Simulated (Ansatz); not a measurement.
**Geometry relaxation of WSi₂ (part 2 of 2)**

Continued. System: WSi₂ (slab, 6 atoms in the cell). Method: DFT PBEsol, scalar-relativistic, plane waves, PAW, no spin polarisation (Ansatz 0.2.0); cutoff 420 eV, 9×9×1 k-mesh, Gaussian smearing of 0.1 eV. The structure derives from an entry of the Crystallography Open Database. The input holds or restrains some coordinates. Forces given for the steps count only the free coordinates. It belongs to a series of runs on one base structure; here: clean slab, lower half held.

Geometry of the input (Å; fractional positions):
```
3.2025  0.0000  0.0000
0.0000  3.2025  0.0000
0.0000  0.0000  23.4949
Si 0.0000  0.0000  0.3618
W  0.5000  0.5000  0.4168
Si 0.0000  0.0000  0.4719
Si 0.5000  0.5000  0.5281
W  0.0000  0.0000  0.5832
Si 0.5000  0.5000  0.6382
```

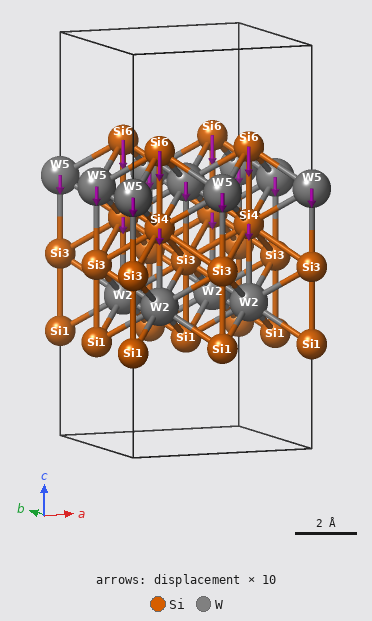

Fig. 1: The starting structure with the displacements as pink arrows, magnified 10 times (ball-and-stick view of the 2 × 2 repeat of the cell, with the vacuum cut short, seen slightly off an axis). After 3 geometry steps the energy has fallen by 4.4 meV per atom. Largest force component: 0.36 eV/Å at the start, 0.0041 eV/Å at the end. The atom that moves furthest is Si6 (0.10 Å). Largest moves by element: Si 0.10 Å, W 0.07 Å. The cell stays as it was. Among the contacts that change: Si3–W5 2.614 → 2.549 Å, W2–Si4 2.614 → 2.557 Å, Si4–Si6 2.587 → 2.543 Å, Si3–Si4 2.622 → 2.593 Å. (Atoms are counted from 1 in the order of the input.)

```
WARN: The input density's exchange-correlation potential varies sharply where the density is thin. Do not read a vacuum level from v_tot or v_xc, or from such a field of the output density. On a cell that repeats whose density bears no net charge and no dipole along the vacuum's axis use v_es (v_loc + v_h of the components); under efield.dipole_correction with no amplitude use v_es + v_field, which holds any external_charges[].barrier, or the levels of the report's work_function block, which leave it out; under a non-zero efield.amplitude the vacuum is tilted and has no level; on a cell that repeats and bears such a dipole with no correction it is tilted too, and efield.dipole_correction with no amplitude gives each side of its ramp a level where efield: is served; in a cell that repeats whose density bears a net charge (total_charge, or a fill off its count) it is curved and has none; of a slab under crystal.periodic whose density bears no net charge use v_es, which has a level on each side, short of where the two are joined; of another it falls or rises all the way out and has none; of a slab beside external_charges read slab_vacuum_level instead, which it has where they leave it neutral. The grid or the basis barely resolves most such structure, and the values can differ between equally converged runs; as a rule a tighter scf.convergence.dr2_threshold does not remove it. Where the density itself ripples (under the LDA too) a higher basis.ecutwfc lessens it. The files hold the spikes' plane waves up to the density's cutoff. Files: v_tot and the like, and their columns of v_z.tsv (output.write_potential); v_xc and the like, and their columns of v_comp_z.tsv (output.write_potential_components); where files of the output density stand in their place, no point of their own thin density is over the threshold below, and this is of outcome.potential() and, of a run that writes arrays (npy), the arrays of these names. Measured: with its Gaussian average of σ = 0.25 Å subtracted twice, the exchange-correlation potential is over 0.1 eV at 7 of the grid points where the equally averaged density (valence and model cores) is under 1e-3 e/Å³, and 0.151 eV at the most among them, at an averaged density of 1.2e-7 e/Å³. See output.write_potential in the manual, Limitations
SCF converged after 6 iterations
Free energy (F): -22998.261704 eV
Harris-Foulkes:  -22998.261704 eV  (|F-HF|=1.50e-9)
Internal energy: -22998.239256 eV  (E = F + TS)
E sigma→0 (E₀):  -22998.250480 eV
Entropy (-TS):   -0.022448 eV (-3.741 meV/atom)
Fermi energy:    2.504497 eV
Dipole field:    D = 0.002231 V/Å  (p = 0.002970 e·Å, saw-weighted, corrected)
Work function:   Φ+ = 4.5643 eV   Φ− = 4.6167 eV
Levels:          The Fermi level and band energies are counted from a zero that moves with the ramp; work functions are not
--- Per-component energies (eV) ---
  E_band       = -766.947923
  E_kinetic    = 1074.613127
  E_local      = -33435.630983  (includes V_loc(G=0)·N_el)
  E_nonlocal   = 110.366842
  E_hartree    = 16209.663009
  E_xc         = -753.834996
  E_vxc        = -670.606571  (∫ρ·V_xc dr)
  E_paw        = -18868.050206  (= ΣΔE_a)
  E_vpaw       = -265.009705  (= ΣTr[D̂ρ^β])
  E_aug_tail   = -0.000129  (compensation charges beyond the density's cutoff)
  E_efield     = 0.000003  (sawtooth field / dipole correction)
  E_vefield    = 0.003461  (∫n·V_field dr)
  E_ewald      = 12664.064251
  E_core_change = 0.569827  (= ΣΔE_core)
  E_smearing   = -0.022448  (= −TS)
  E_closure    = 0.000000  (closes the sum)
  Σ components = -22998.261704   (vs F -22998.261704, Δ=0.00e0)
--- Forces (eV/Å), atoms counted from 1 ---
  atom   1  Si     0.00000000     0.00000000     0.22894079
  atom   2  W     -0.00000000     0.00000000     0.00009836
  atom   3  Si    -0.00000000     0.00000000    -0.22569167
  atom   4  Si    -0.00000000     0.00000000    -0.00409606
  atom   5  W     -0.00000000     0.00000000     0.00065442
  atom   6  Si     0.00000000     0.00000000     0.00013984
  max |Σ_I F_I| component: 4.57e-5 eV/Å
--- Band table (eV; the first three rows and the last of 15) ---
  k-point 0: bands = ["-71.0707", "-71.0580", "-35.3720", "-35.3579", "-35.3297", "-35.3297", "-35.3289", "-35.3289", "-10.8773", "-8.8365", "-6.9917", "-3.8838", "-2.6880", "-1.0637", "-0.7527", "0.2666", "0.2666", "0.5164", "1.9225", "1.9225", "3.0638", "3.3571", "3.4865", "3.5839", "3.5839", "3.8966", "5.2807", "5.2807"]
  k-point 1: bands = ["-71.0698", "-71.0571", "-35.3689", "-35.3569", "-35.3560", "-35.3547", "-35.3272", "-35.3264", "-10.6822", "-8.6162", "-6.8559", "-3.8653", "-2.5382", "-1.3799", "-0.7616", "-0.1095", "0.3591", "0.3937", "1.5887", "1.9638", "2.3906", "2.5889", "3.0715", "3.7047", "3.8159", "4.6796", "4.7897", "6.2704"]
  k-point 2: bands = ["-71.0675", "-71.0547", "-35.4246", "-35.4235", "-35.3604", "-35.3480", "-35.3207", "-35.3201", "-10.1134", "-7.9853", "-6.4694", "-4.0462", "-2.4532", "-2.1220", "-1.1124", "-0.4056", "0.2814", "0.5134", "0.9971", "1.3272", "1.5974", "2.3050", "3.0092", "3.2505", "4.1205", "4.4838", "5.7094", "6.3695"]
  k-point 14: bands = ["-71.0554", "-71.0426", "-35.5195", "-35.5188", "-35.5173", "-35.5165", "-35.3220", "-35.3123", "-6.8198", "-6.6014", "-4.5705", "-3.9901", "-3.0589", "-2.1214", "-1.4456", "-1.3573", "-1.3197", "-0.9946", "0.0971", "0.5396", "0.9124", "0.9482", "3.4787", "3.5990", "5.3855", "5.6042", "5.6633", "6.0482"]
--- Relaxed structure (4 steps of the walk, 4 accepted, 0 SCFs on fresh bases) ---
  F+E_penalty+E_count = -22998.26170400 eV   max|allowed force component| = 4.096e-3 eV/Å
  atoms:
    - { symbol: Si, position: [0.0, 0.0, 0.36178079230000004] }
    - { symbol: W, position: [0.5, 0.5, 0.41683582630000005] }
    - { symbol: Si, position: [0.0, 0.0, 0.4718908602] }
    - { symbol: Si, position: [0.5, 0.5, 0.5256715109044154] }
    - { symbol: W, position: [-6.76556279063118e-35, 0.0, 0.5803889437297036] }
    - { symbol: Si, position: [0.5, 0.5, 0.6338901764216314] }
```

Trajectory as extended XYZ (Å, eV, eV/Å), 4 frames, from step=1 to step=4
```
6
Lattice="3.2025 0.0000 0.0000 0.0000 3.2025 0.0000 0.0000 0.0000 23.4949" Properties=species:S:1:pos:R:3:forces:R:3 step=1 energy=-22998.23551
Si    0.0000    0.0000    8.5000    0.0000   0.0000   0.2099
W     1.6013    1.6013    9.7935    0.0000   0.0000   0.3573
Si    0.0000    0.0000   11.0870    0.0000   0.0000   0.0987
Si    1.6013    1.6013   12.4079    0.0000   0.0000  -0.0987
W     0.0000    0.0000   13.7014    0.0000   0.0000  -0.3573
Si    1.6013    1.6013   14.9949    0.0000   0.0000  -0.2099
6
Lattice="3.2025 0.0000 0.0000 0.0000 3.2025 0.0000 0.0000 0.0000 23.4949" Properties=species:S:1:pos:R:3:forces:R:3 step=2 energy=-22998.25905
Si    0.0000    0.0000    8.5000    0.0000   0.0000   0.2377
W     1.6013    1.6013    9.7935    0.0000   0.0000  -0.0297
Si    0.0000    0.0000   11.0870    0.0000   0.0000  -0.2593
Si    1.6013    1.6013   12.3588    0.0000   0.0000  -0.1222
W     0.0000    0.0000   13.6233    0.0000   0.0000   0.2525
Si    1.6013    1.6013   14.9063    0.0000   0.0000  -0.0792
6
Lattice="3.2025 0.0000 0.0000 0.0000 3.2025 0.0000 0.0000 0.0000 23.4949" Properties=species:S:1:pos:R:3:forces:R:3 step=3 energy=-22998.26135
Si    0.0000    0.0000    8.5000    0.0000   0.0000   0.2320
W     1.6013    1.6013    9.7935    0.0000   0.0000   0.0002
Si    0.0000    0.0000   11.0870    0.0000   0.0000  -0.2255
Si    1.6013    1.6013   12.3548    0.0000   0.0000  -0.0367
W     0.0000    0.0000   13.6339    0.0000   0.0000   0.0724
Si    1.6013    1.6013   14.9021    0.0000   0.0000  -0.0426
6
Lattice="3.2025 0.0000 0.0000 0.0000 3.2025 0.0000 0.0000 0.0000 23.4949" Properties=species:S:1:pos:R:3:forces:R:3 step=4 energy=-22998.26170
Si    0.0000    0.0000    8.5000    0.0000   0.0000   0.2289
W     1.6013    1.6013    9.7935    0.0000   0.0000   0.0001
Si    0.0000    0.0000   11.0870    0.0000   0.0000  -0.2257
Si    1.6013    1.6013   12.3506    0.0000   0.0000  -0.0041
W     0.0000    0.0000   13.6362    0.0000   0.0000   0.0007
Si    1.6013    1.6013   14.8932    0.0000   0.0000   0.0001
```

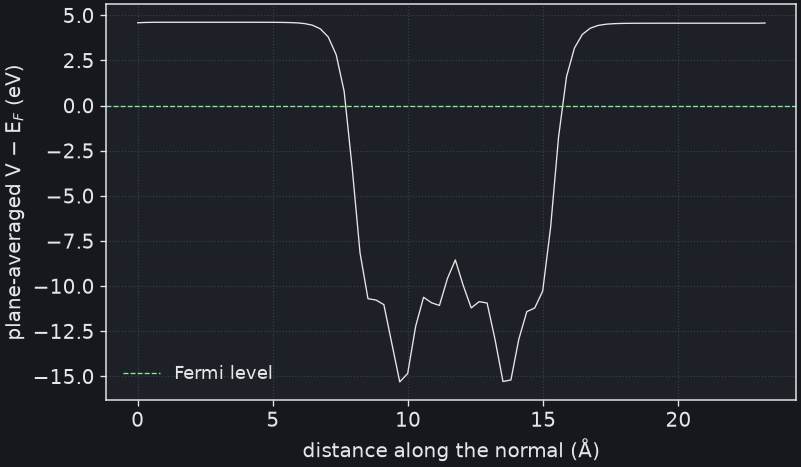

Fig. 2: Plane average of the electrostatic potential energy of an electron across the cell, from the Fermi level. The vacuum level lies 4.56 eV above the Fermi level on the upper side and 4.62 eV on the lower.

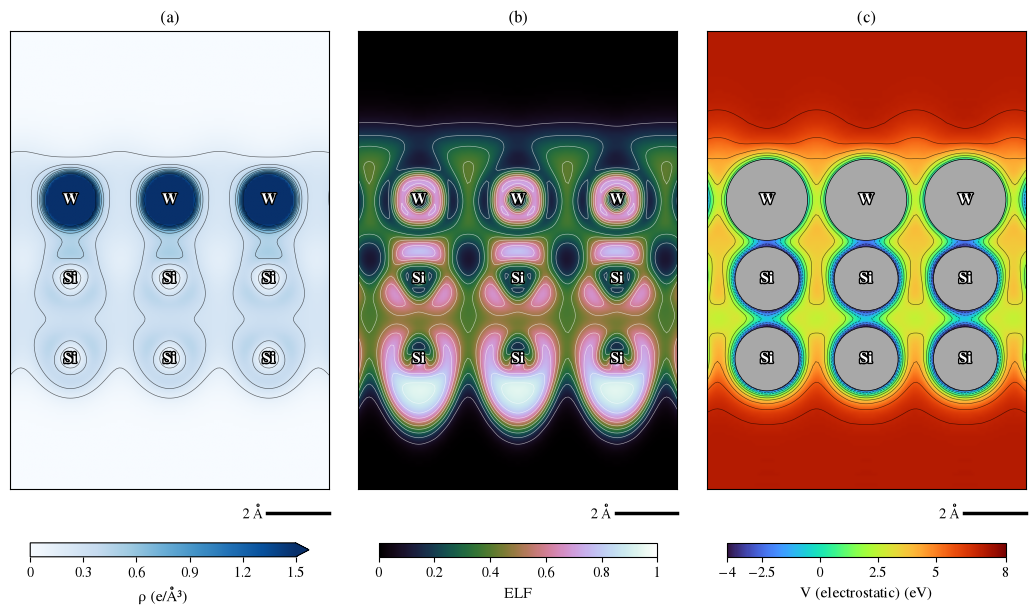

Fig. 3: (a) valence electron density; (b) ELF; (c) electrostatic potential energy of an electron on the (100) plane of the calculation cell, a cut from vacuum to vacuum. Grey discs, where drawn, cover atomic cores. The section cuts through Si and W sites. Si–W (2.55 Å): ρ at the midpoint is about 0.48 e/Å³; the ELF is about 0.45 at the midpoint. Si–Si (2.59 Å): ρ at the midpoint is about 0.33 e/Å³, a local maximum along the line; the ELF is about 0.45 at the midpoint. The density dies away to nearly zero in the vacuum. The strong features right at W lie inside the PAW spheres (semicore, d or f shells) and say nothing about bonding. In a PAW calculation such maps are meaningful between the atoms, not at the nuclei.

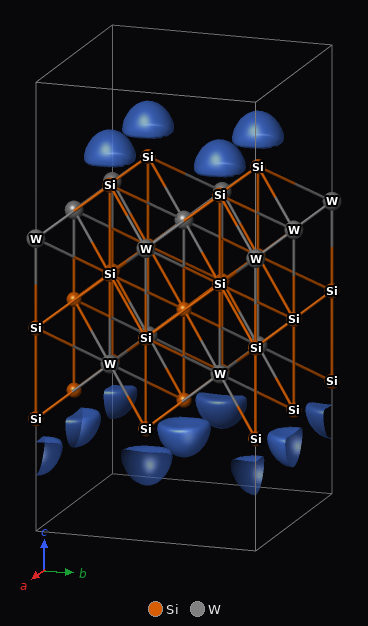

Fig. 4: Isosurface of the ELF at 0.85 (blue), seen slightly off an axis. Only the valence region is drawn (cores and ρ < 0.01 e/Å³ removed). Sticks mark near contacts. Along the contacts the grid gives the following. Si–Si (2.54 Å): the ELF is about 0.50 at the midpoint. Si–W (2.55 Å): the ELF is about 0.45 at the midpoint.

Key numbers

- outcome: converged under the restraints of the input
- electrons treated: 44
- free energy: −22998.2617 eV
- work function, top face: 4.56 eV
- work function, bottom face: 4.62 eV
- Fermi energy: 2.504 eV
- gap on the k-point mesh: none (metallic)
- final volume: 240.96 Å³
- work function (upper face): 4.56 eV
- largest force (length of the vector) at the end, held atoms and coordinates included: 0.229 eV/Å
- wall time: 24 s
- peak memory: 0.5 GiB

The program warns: the exchange-correlation potential is rough where the density is thin. Spin–orbit coupling is left out, which matters for W.
